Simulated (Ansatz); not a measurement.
**SiC3: single-point calculation**

The run: single-point calculation of SiC3 (4 atoms in the cell). Method and program: DFT, r2SCAN, plane waves, PAW, no spin polarisation (Ansatz 0.2.0).

The structure was built on a prototype by a generator. The geometry comes from this level: r2SCAN. It belongs to a series of runs on one base structure; here: hamiltonian.xc = r2scan.

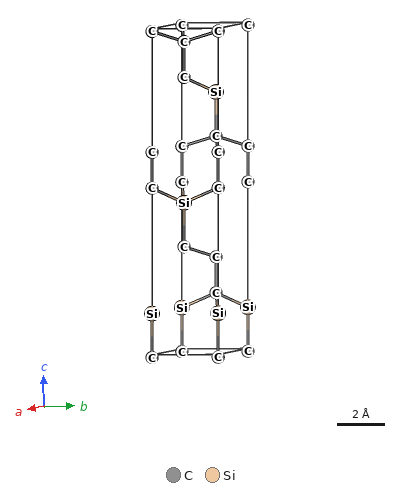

Fig. 1: The structure (ball-and-stick view of the cell 3 times as large as that of the calculation, set on its symmetry axes, seen at an oblique angle). Near neighbours in the crystal (not all of them lie inside the picture): C has 3 C at 1.72 Å and 1 Si at 1.89 Å; C has 1 C at 1.54 Å and 3 Si at 1.79 Å; C has 4 C at 1.54 to 1.72 Å; Si has 4 C at 1.79 to 1.89 Å.

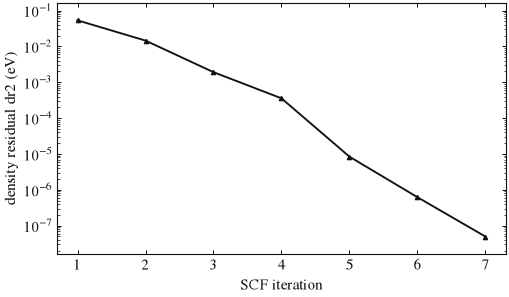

Fig. 2: Convergence of the self-consistent field: density residual dr2 against the SCF iteration. The residual falls at every step.

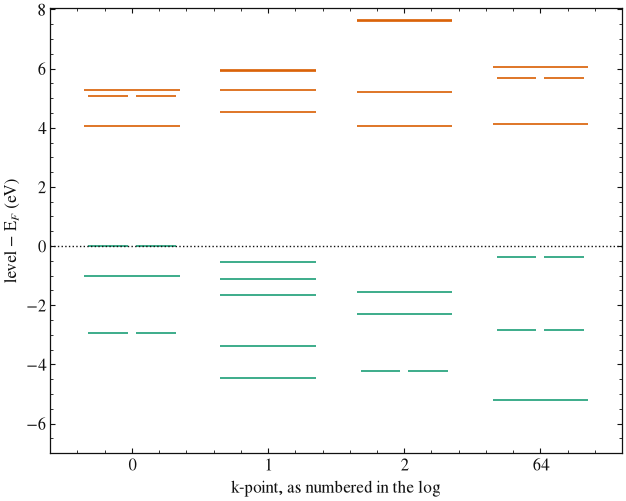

Fig. 3: Kohn–Sham levels near the Fermi level (dotted) at the few k-points that the log prints; levels within 0.02 eV of each other stand side by side. Among these points the highest filled and lowest empty levels are 4.04 eV apart; the gap on the full mesh, 1.90 eV, has an edge at a point that isn't printed.

These pictures come from the run below.

## The input
```yaml
crystal:
  lattice:
    - [1.4154339595, 0.8172011775, 4.6700734293]
    - [-1.4154339595, 0.8172011775, 4.6700734293]
    - [0.0, -1.6344023551, 4.6700734293]
  atoms:
    - { symbol: C, position: [1.0082378924, 0.0082378924, 0.0082378924] }
    - { symbol: C, position: [0.4889604674, 0.4889604674, 0.4889604674] }
    - { symbol: C, position: [0.3791724033, 0.3791724033, 0.3791724033] }
    - { symbol: Si, position: [0.8736292368, 0.8736292368, 0.8736292368] }
kpoints:
  mp_grid: { grid: [8, 8, 8] }
hamiltonian:
  xc: r2scan
scf:
  occupations: { method: fixed }
  n_extra_bands: 5
output:
  forces: true
  stress: true
  eigenvalues: true
```

Launch command:
```bash
ansatz run input.yaml --threads 4 --pin off --max-ram 3686MiB --backend cpu --events-out ev --progress --plain --runs-dir out
```

## The program's output
```
basis.fft_grid_basis auto: the FFT boxes are laid along the combinations [[1, 0, -1], [0, 1, -1], [0, 0, 1]] of the cell's own vectors, 2.831, 2.831 and 4.948 Å long. The dense box has 24×24×40 points. Along the cell's own vectors, as sized, it would have 40×40×40, 2.78 times as many. Of the 6 symmetry operations that the crystal satisfies within crystal.symmetry.tolerance (time reversal apart; of a slab, those that keep its plane) the dense box along the cell's own vectors carries 6, and the one as laid loses 4 of those. basis.fft_grid_basis: typed keeps the cell's own vectors: state it where this run's energies or levels are differenced outside the engine with another run's, or held beside a run that keeps those vectors.
scf.n_extra_bands = 5 over 8 filled bands (N_el = 16.0): the run solves 13 bands
Engine: ansatz 0.2.0, aarch64-unknown-linux-gnu
Pseudopotentials: kind: paw
Pseudopotential: C, paw, valence charge 4, recommended cutoff 500 eV (meta_gga), C.paw.azcp
Pseudopotential: Si, paw, valence charge 4, recommended cutoff 500 eV (meta_gga), Si.paw.azcp
Functional definition: r2SCAN
  parameter k0 = 0.174
  parameter k1 = 0.065
  parameter a1 = 4.9479
  exchange = r2scan_x(k0 = k0, k1 = k1, a1 = a1)
  correlation = r2scan_c
Crystal: 4 atoms, lattice volume = 32.411 Å³
Basis set: ecut = 500 eV, 821 PW (Γ), FFT grids on a1−a3, a2−a3, a3, exchange–correlation on 96×96×160 points (64 copies of the dense FFT grid, shifted against one another)
Bands: 13, of which v1, the nominal top of the filled ones, is band 8 counted from 1 (7 counted from 0)
Symmetry: 6 space group operations
Space group: R3m (ITA 160), of the structure as read, at distance tolerance 3.2e-5 Å
k-points: 65 of 512 (time reversal used)
Non-local potential: C, projectors of the file, l = 0: 2, l = 1: 2, l = 2: 1
Non-local potential: Si, projectors of the file, l = 0: 2, l = 1: 2, l = 2: 2
PAW form: soft (Blöchl's): semilocal exchange-correlation on the pseudo side does not see the compensation charge
PAW frozen core: C, regenerated for the run's functional (the file was generated under x = pbe(κ = 0.804, μ = 0.2195149727645171), c = pbe(β = 0.06672455060314922))
PAW frozen core: Si, regenerated for the run's functional (the file was generated under x = pbe(κ = 0.804, μ = 0.2195149727645171), c = pbe(β = 0.06672455060314922))
PAW one-centre angular grid: C, 302 points (default); XC on 239 of its mesh's 2573 points in the sphere
PAW one-centre angular grid: Si, 302 points (default); XC on 160 Gauss nodes
Initial density: superposition of atomic densities (neutral atoms: chi_scale 0, normalization atom), corrected by the library's trained network
Initial wavefunctions: pseudopotential atomic-orbital guess
Functional: x = r2scan, c = r2scan; τ floored in thin density (d = 2e-4 eV/Å³)
SCF iter   1: F=—  HF=-1392.053267 eV  |F-HF|=—  |Δ(HF+E_count)|=         —  Δρ=1.04e-2  dr2=5.32e-2  dr2_τ=4.92e-1  ethr=1.77e-3  ⟨swp⟩=5.5  Hψ=4705  notcnv=0  defer=183
preconditioner: auto → none  [insulator: Δε(μ)=1.915 eV  Ē_g=14.703 eV  n_scr=2 (ndim 8)  ℏωp=26.1 eV  f_vac=0.000  ε∞_Penn≈4.1]
SCF iter   2: F=—  HF=-1392.135561 eV  |F-HF|=—  |Δ(HF+E_count)|=   8.23e-2  Δρ=6.99e-3  dr2=1.45e-2  dr2_τ=1.60e-3  ethr=3.33e-4  ⟨swp⟩=2.0  Hψ=1977  notcnv=0  defer=187
SCF iter   3: F=—  HF=-1392.133176 eV  |F-HF|=—  |Δ(HF+E_count)|=   2.39e-3  Δρ=3.47e-3  dr2=1.91e-3  dr2_τ=1.36e-4  ethr=9.03e-5  ⟨swp⟩=2.1  Hψ=1242  notcnv=0  defer=190
SCF iter   4: F=—  HF=-1392.133346 eV  |F-HF|=—  |Δ(HF+E_count)|=   1.70e-4  Δρ=1.07e-3  dr2=3.56e-4  dr2_τ=5.72e-5  ethr=1.19e-5  ⟨swp⟩=2.4  Hψ=1337  notcnv=0  defer=190
SCF iter   5: F=—  HF=-1392.133271 eV  |F-HF|=—  |Δ(HF+E_count)|=   7.49e-5  Δρ=1.72e-4  dr2=8.40e-6  dr2_τ=4.18e-7  ethr=2.22e-6  ⟨swp⟩=2.1  Hψ=1318  notcnv=0  defer=190
SCF iter   6: F=—  HF=-1392.133272 eV  |F-HF|=—  |Δ(HF+E_count)|=   9.87e-7  Δρ=6.17e-5  dr2=6.22e-7  dr2_τ=6.38e-8  ethr=5.25e-8  ⟨swp⟩=2.1  Hψ=1268  notcnv=0  defer=65
SCF iter   7: F=-1392.133272 eV  HF=-1392.133272 eV  |F-HF|=3.00e-8  |Δ(HF+E_count)|=   3.07e-7  Δρ=1.82e-5  dr2=4.97e-8  dr2_τ=4.11e-9  ethr=6.25e-10  ⟨swp⟩=10.0  Hψ=4995  notcnv=0
SCF 1 converged in 7 iterations: F = -1392.133272 eV  dr2 = 4.97e-8
  greatest PAW one-centre occupation: 0.674 electrons in one spin orbital (limit 2), on the C atom at site 1 (counted from 0), in its partial waves of l = 0
SCF converged after 7 iterations
Free energy (F): -1392.133272 eV
Harris-Foulkes:  -1392.133272 eV  (|F-HF|=3.00e-8)
Internal energy: -1392.133272 eV  (E = F + TS)
E sigma→0 (E₀):  -1392.133272 eV
Fermi energy:    11.209645 eV
--- Per-component energies (eV) ---
  E_band       = 49.886747
  E_kinetic    = 314.318119
  E_local      = -253.247918  (includes V_loc(G=0)·N_el)
  E_nonlocal   = 103.816877
  E_hartree    = 71.532002
  E_xc         = -195.815428
  E_vxc        = -248.977788  (∫ρ·V_xc dr)
  E_paw        = -821.317659  (= ΣΔE_a)
  E_vpaw       = -21.584646  (= ΣTr[D̂ρ^β])
  E_aug_tail   = 0.000017  (compensation charges beyond the density's cutoff)
  E_vtau       = 12.498641  (kinetic-family band-sum trace: ∫τ·v_τ [+ j·A + Jᵃ·Aᵃ] dr)
  E_ewald      = -611.268529
  E_core_change = -0.150754  (= ΣΔE_core)
  E_smearing   = -0.000000  (= −TS)
  E_closure    = 0.000000  (closes the sum)
  Σ components = -1392.133272   (vs F -1392.133272, Δ=0.00e0)
--- Forces (eV/Å), atoms counted from 1 ---
  atom   1  C     -0.00000000    -0.00000000     0.00057773
  atom   2  C      0.00000000    -0.00000000     0.00189746
  atom   3  C      0.00000000     0.00000000    -0.00020430
  atom   4  Si     0.00000000     0.00000000    -0.00242707
  max |Σ_I F_I| component: 1.56e-4 eV/Å
--- Stress (GPa, compression-positive) ---
        0.010378       0.000000       0.000000
        0.000000       0.010378       0.000000
        0.000000       0.000000      -0.009062
  P = ⅓ Tr σ = 0.0039 GPa (0.039 kbar)
--- Band table (eV; the first three rows and the last of 65) ---
  k-point 0: bands = ["-8.2637", "-3.3811", "-0.5816", "8.2746", "8.2746", "10.2102", "11.2096", "11.2096", "15.2527", "16.2805", "16.2805", "16.4802", "20.1309"]
  k-point 1: bands = ["-7.9381", "-3.1505", "-0.2401", "6.7602", "7.8439", "9.5662", "10.0876", "10.6572", "15.7314", "16.4922", "17.1365", "17.1702", "19.4605"]
  k-point 2: bands = ["-6.9822", "-2.4918", "0.6192", "4.1071", "6.9785", "6.9977", "8.9158", "9.6638", "15.2736", "16.4029", "18.8250", "18.8541", "19.4371"]
  k-point 64: bands = ["-7.5079", "-5.7702", "3.7242", "5.9977", "8.3688", "8.3688", "10.8381", "10.8381", "15.3346", "16.9026", "16.9026", "17.2532", "21.0406"]
```

## Summary

| quantity | value |
| --- | --- |
| outcome | converged |
| space group (tolerance 0.01 Å) | R3m (160) |
| electrons treated | 16 |
| free energy | −1392.1333 eV |
| Fermi energy | 11.210 eV |
| gap on the k-point mesh | 1.90 eV |
| pressure | 0.00 GPa |
| largest force (length of the vector) | 0.002 eV/Å |
| hardware | 4 threads of an Arm (aarch64) CPU, shared host |
| wall time | 3.7 s (CPU time 13 s) |
| peak memory | 0.46 GiB |

## Notes

Settings chosen away from the usual ones: hamiltonian.xc = r2scan.
